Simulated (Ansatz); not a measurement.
Consider Li₂S.

The calculation's input:

```
crystal:
  lattice:
    - [0.0178375, 2.854, 2.854]
    - [2.8718375, 0.0, 2.8718375]
    - [2.854, 2.854, 0.0178375]
  atoms:
    - { symbol: Li, position: [0.25, 0.25, 0.25] }
    - { symbol: Li, position: [0.75, 0.75, 0.75] }
    - { symbol: S, position: [0.0, 0.0, 0.0] }
basis:
  ecutwfc: 420
kpoints:
  mp_grid: { grid: [8, 8, 8] }
hamiltonian:
  xc: pbe
scf:
  occupations: { method: gaussian, width: 0.05 }
output:
  forces: true
  stress: true
  eigenvalues: true
  write_density: true
  write_potential: true
  elf: true
  volumetric_format: npy
```

Launched as:

```sh
ansatz run input.yaml --threads 1 --pin off --max-ram 2560MiB --backend cpu --events-out ev --progress --plain --runs-dir out
```

Below, planes, directions and counts refer to the conventional cell (a = 4.01 Å, b = 4.06 Å, c = 5.71 Å, α = 90.00°, β = 90.00°, γ = 90.00°).

Space group Immm; changed on purpose from its base cell (strain +0.0125 x Voigt [0, 0, 0, 0, 1, 0], atoms carried along).

Method: DFT PBE, scalar-relativistic, plane waves, PAW in Ansatz.

What can the converged valence pseudo-density and electron localisation function tell about the bonding?

Li–S (2.48 Å): ρ at the midpoint is about 0.28 e/Å³; the ELF peaks at about 0.85 in the valence shell of S, 0.9 Å from its nucleus, and falls to about 0 next to Li: a closed-shell, largely ionic contact.

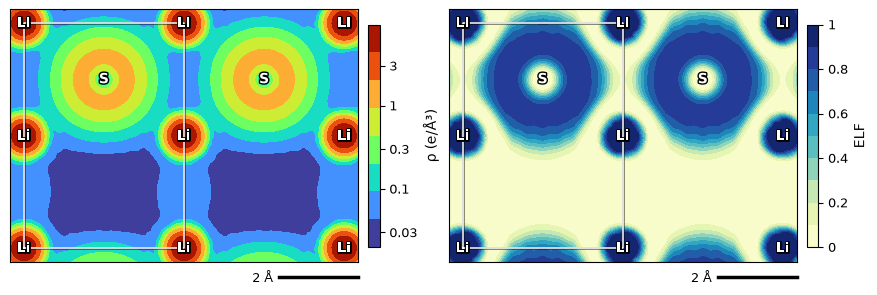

Computed valence pseudo-density and electron localisation function on the (100) plane of the conventional cell, in this order. 

In a PAW calculation such maps are meaningful between the atoms, not at the nuclei.
